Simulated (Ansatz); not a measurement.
## Two runs on Hf2S

System: Hf2S (6 atoms in the cell).
Method of run 1: DFT PBEsol, scalar-relativistic, plane waves, PAW, no spin polarisation (Ansatz 0.2.0).

The structure derives from a Materials Project entry. Text and figures count atoms from 1; the logs count them from 0 in places.

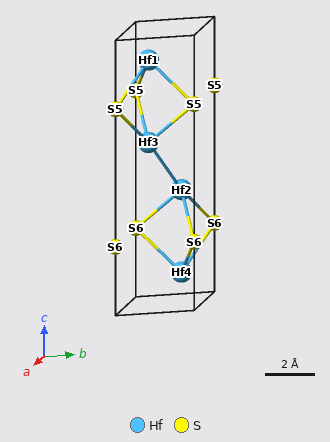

**Figure 1.** The structure (ball-and-stick view of the cell of the calculation, seen slightly off an axis; atoms are numbered from 1 in the order of the input). An atom can appear more than once, as a periodic image. Near neighbours in the periodic cell (some may lie outside the picture): Hf has 3 Hf at 3.05 Å and 3 S at 2.62 Å; S has 6 Hf at 2.62 Å.

### Input, run 1
```yaml
crystal:
  lattice:
    - [3.3742737662, 0.0, 0.0]
    - [-1.6871368831, 2.9222068008, 0.0]
    - [0.0, 0.0, 11.71740703]
  atoms:
    - { symbol: Hf, position: [0.6666666667, 0.3333333333, 0.89981164] }
    - { symbol: Hf, position: [0.3333333333, 0.6666666667, 0.39981164] }
    - { symbol: Hf, position: [0.6666666667, 0.3333333333, 0.60018836] }
    - { symbol: Hf, position: [0.3333333333, 0.6666666667, 0.10018836] }
    - { symbol: S, position: [0.0, 0.0, 0.75] }
    - { symbol: S, position: [0.0, 0.0, 0.25] }
basis:
  ecutwfc: 420
kpoints:
  mp_grid: { grid: [6, 6, 2] }
hamiltonian:
  xc: pbesol
scf:
  occupations: { method: gaussian, width: 0.1 }
output:
  forces: true
  stress: true
  eigenvalues: true
```

Launched with:
```bash
ansatz run input.yaml --threads 1 --pin off --max-ram 2560MiB --backend cpu --events-out ev --progress --plain --runs-dir out
```

Hardware: 1 thread of AMD EPYC (Zen 5), 32 GiB of memory available, shared host.

### Output, shortened to warnings, some set-up lines, iterations and results (run 1)
```
Basis set: ecut = 420 eV, 2271 PW (Γ), exchange–correlation on 48×48×160 points (8 copies of the dense FFT grid, shifted against one another)
Symmetry: 24 space group operations
k-points: 14 of 72
Initial density: superposition of atomic densities (neutral atoms: chi_scale 0, normalization atom), corrected by the library's trained network
[...]
SCF iter   1: F=—  HF=-64168.536630 eV  |F-HF|=—  |Δ(HF+E_count)|=         —  Δρ=5.27e-3  dr2=5.49e-2  ethr=1.77e-3  ⟨swp⟩=5.0  Hψ=3147  notcnv=0  defer=2
SCF iter   2: F=—  HF=-64168.532925 eV  |F-HF|=—  |Δ(HF+E_count)|=   3.71e-3  Δρ=3.37e-3  dr2=2.58e-2  ethr=4.74e-5  ⟨swp⟩=1.4  Hψ=1140  notcnv=0  defer=3
SCF iter   3: F=—  HF=-64168.528239 eV  |F-HF|=—  |Δ(HF+E_count)|=   4.69e-3  Δρ=7.29e-4  dr2=1.38e-3  ethr=2.23e-5  ⟨swp⟩=2.0  Hψ=1339  notcnv=0  defer=3
SCF iter   4: F=—  HF=-64168.527941 eV  |F-HF|=—  |Δ(HF+E_count)|=   2.98e-4  Δρ=4.40e-4  dr2=4.22e-4  ethr=1.19e-6  ⟨swp⟩=2.0  Hψ=1471  notcnv=0  defer=3
SCF iter   5: F=—  HF=-64168.527753 eV  |F-HF|=—  |Δ(HF+E_count)|=   1.88e-4  Δρ=1.97e-4  dr2=4.62e-5  ethr=3.64e-7  ⟨swp⟩=2.0  Hψ=1498  notcnv=0  defer=3
SCF iter   6: F=—  HF=-64168.527794 eV  |F-HF|=—  |Δ(HF+E_count)|=   4.07e-5  Δρ=6.11e-5  dr2=7.78e-6  ethr=3.98e-8  ⟨swp⟩=2.0  Hψ=957  notcnv=0  defer=3
SCF iter   7: F=—  HF=-64168.527793 eV  |F-HF|=—  |Δ(HF+E_count)|=   8.31e-7  Δρ=1.31e-5  dr2=3.08e-7  ethr=6.71e-9  ⟨swp⟩=2.0  Hψ=1489  notcnv=0  defer=3
SCF iter   8: F=-64168.527793 eV  HF=-64168.527793 eV  |F-HF|=9.34e-9  |Δ(HF+E_count)|=   1.41e-8  Δρ=2.82e-6  dr2=1.55e-8  ethr=8.62e-11  ⟨swp⟩=8.6  Hψ=4374  notcnv=0
SCF 1 converged in 8 iterations: F = -64168.527793 eV  dr2 = 1.55e-8
SCF converged after 8 iterations
Free energy (F): -64168.527793 eV
Harris-Foulkes:  -64168.527793 eV  (|F-HF|=9.34e-9)
Internal energy: -64168.513706 eV  (E = F + TS)
E sigma→0 (E₀):  -64168.520749 eV
Entropy (-TS):   -0.014087 eV (-2.348 meV/atom)
Fermi energy:    18.256693 eV
--- Per-component energies (eV) ---
  E_band       = 64.708383
  E_kinetic    = 1911.770556
  E_local      = -22284.433536  (includes V_loc(G=0)·N_el)
  E_nonlocal   = -4898.884626
  E_hartree    = 10452.881514
  E_xc         = -1385.168366
  E_vxc        = -1241.579077  (∫ρ·V_xc dr)
  E_paw        = -28395.587120  (= ΣΔE_a)
  E_vpaw       = 5672.080507  (= ΣTr[D̂ρ^β])
  E_aug_tail   = -0.000002  (compensation charges beyond the density's cutoff)
  E_ewald      = -19574.220391
  E_core_change = 5.128265  (= ΣΔE_core)
  E_smearing   = -0.014087  (= −TS)
  E_closure    = 0.000000  (closes the sum)
  Σ components = -64168.527793   (vs F -64168.527793, Δ=0.00e0)
--- Forces (eV/Å), atoms counted from 1 ---
  atom   1  Hf    -0.00000000    -0.00000000    -0.24160295
  atom   2  Hf     0.00000000     0.00000000    -0.24160295
  atom   3  Hf    -0.00000000    -0.00000000     0.24160295
  atom   4  Hf     0.00000000     0.00000000     0.24160295
  atom   5  S      0.00000000     0.00000000     0.00000000
  atom   6  S     -0.00000000    -0.00000000     0.00000000
  max |Σ_I F_I| component: 4.16e-17 eV/Å
--- Stress (GPa, compression-positive) ---
       -2.856699       0.000000       0.000000
       -0.000000      -2.856699      -0.000000
       -0.000000      -0.000000      -3.010265
  P = ⅓ Tr σ = -2.9079 GPa (-29.079 kbar)
```

The input of run 2 differs as follows (lines with − go, lines with + come):
```diff
-  occupations: { method: gaussian, width: 0.1 }
+  occupations: { method: gaussian, width: 0.4 }
```

What does this change do to the results?

The total energy of run 2 is 0.35 meV per atom higher, which comes with the changed settings and measures no stability. The pressure goes from −2.91 to −2.75 GPa. The number of SCF iterations is the same.

### Output, shortened to warnings, some set-up lines, iterations and results (run 2)
```
Basis set: ecut = 420 eV, 2271 PW (Γ), exchange–correlation on 48×48×160 points (8 copies of the dense FFT grid, shifted against one another)
Symmetry: 24 space group operations
k-points: 14 of 72
Initial density: superposition of atomic densities (neutral atoms: chi_scale 0, normalization atom), corrected by the library's trained network
[...]
SCF iter   1: F=—  HF=-64168.622501 eV  |F-HF|=—  |Δ(HF+E_count)|=         —  Δρ=4.86e-3  dr2=4.38e-2  ethr=1.77e-3  ⟨swp⟩=5.0  Hψ=3013  notcnv=0
SCF iter   2: F=—  HF=-64168.620001 eV  |F-HF|=—  |Δ(HF+E_count)|=   2.50e-3  Δρ=3.07e-3  dr2=1.99e-2  ethr=3.78e-5  ⟨swp⟩=1.6  Hψ=1153  notcnv=0
SCF iter   3: F=—  HF=-64168.616668 eV  |F-HF|=—  |Δ(HF+E_count)|=   3.33e-3  Δρ=6.39e-4  dr2=1.06e-3  ethr=1.72e-5  ⟨swp⟩=2.0  Hψ=1504  notcnv=0
SCF iter   4: F=—  HF=-64168.616439 eV  |F-HF|=—  |Δ(HF+E_count)|=   2.29e-4  Δρ=3.79e-4  dr2=3.27e-4  ethr=9.14e-7  ⟨swp⟩=2.0  Hψ=1505  notcnv=0
SCF iter   5: F=—  HF=-64168.616297 eV  |F-HF|=—  |Δ(HF+E_count)|=   1.42e-4  Δρ=1.77e-4  dr2=4.18e-5  ethr=2.82e-7  ⟨swp⟩=2.0  Hψ=1535  notcnv=0
SCF iter   6: F=—  HF=-64168.616336 eV  |F-HF|=—  |Δ(HF+E_count)|=   3.90e-5  Δρ=5.65e-5  dr2=6.80e-6  ethr=3.60e-8  ⟨swp⟩=2.0  Hψ=1031  notcnv=0
SCF iter   7: F=—  HF=-64168.616335 eV  |F-HF|=—  |Δ(HF+E_count)|=   7.39e-7  Δρ=1.22e-5  dr2=3.16e-7  ethr=5.87e-9  ⟨swp⟩=2.0  Hψ=1544  notcnv=0
SCF iter   8: F=-64168.616335 eV  HF=-64168.616335 eV  |F-HF|=9.28e-9  |Δ(HF+E_count)|=   3.10e-8  Δρ=2.77e-6  dr2=1.54e-8  ethr=8.62e-11  ⟨swp⟩=8.4  Hψ=4211  notcnv=0
SCF 1 converged in 8 iterations: F = -64168.616335 eV  dr2 = 1.54e-8
SCF converged after 8 iterations
Free energy (F): -64168.616335 eV
Harris-Foulkes:  -64168.616335 eV  (|F-HF|=9.28e-9)
Internal energy: -64168.421016 eV  (E = F + TS)
E sigma→0 (E₀):  -64168.518676 eV
Entropy (-TS):   -0.195319 eV (-32.553 meV/atom)
Fermi energy:    18.268514 eV
--- Per-component energies (eV) ---
  E_band       = 64.948689
  E_kinetic    = 1911.993188
  E_local      = -22284.721394  (includes V_loc(G=0)·N_el)
  E_nonlocal   = -4898.877335
  E_hartree    = 10453.122726
  E_xc         = -1385.194070
  E_vxc        = -1241.610803  (∫ρ·V_xc dr)
  E_paw        = -28395.652004  (= ΣΔE_a)
  E_vpaw       = 5671.927419  (= ΣTr[D̂ρ^β])
  E_aug_tail   = -0.000002  (compensation charges beyond the density's cutoff)
  E_ewald      = -19574.220391
  E_core_change = 5.128265  (= ΣΔE_core)
  E_smearing   = -0.195319  (= −TS)
  E_closure    = 0.000000  (closes the sum)
  Σ components = -64168.616335   (vs F -64168.616335, Δ=0.00e0)
--- Forces (eV/Å), atoms counted from 1 ---
  atom   1  Hf     0.00000000    -0.00000000    -0.24201426
  atom   2  Hf     0.00000000     0.00000000    -0.24201426
  atom   3  Hf     0.00000000    -0.00000000     0.24201426
  atom   4  Hf     0.00000000     0.00000000     0.24201426
  atom   5  S      0.00000000     0.00000000     0.00000000
  atom   6  S     -0.00000000    -0.00000000     0.00000000
  max |Σ_I F_I| component: 1.62e-17 eV/Å
--- Stress (GPa, compression-positive) ---
       -3.138366       0.000000       0.000000
       -0.000000      -3.138366       0.000000
        0.000000       0.000000      -1.980301
  P = ⅓ Tr σ = -2.7523 GPa (-27.523 kbar)
```

### The two runs side by side

| quantity | run 1 | run 2 |
| --- | --- | --- |
| outcome | converged | converged |
| free energy per atom (eV) | −10694.7546 | −10694.7694 |
| energy per atom, smearing taken to zero (eV) | −10694.7535 | −10694.7531 |
| gap on the mesh (eV) | 0.00 | 0.00 |
| pressure (GPa) | −2.91 | −2.75 |
| largest force (eV/Å) | 0.242 | 0.242 |
| SCF iterations | 8 | 8 |
| irreducible k-points | 14 | 14 |
| plane waves at Γ | 2271 | 2271 |
| wall time (shared host) | 1.8 s | 1.8 s |

For both runs: Spin–orbit coupling is left out, which matters for Hf.
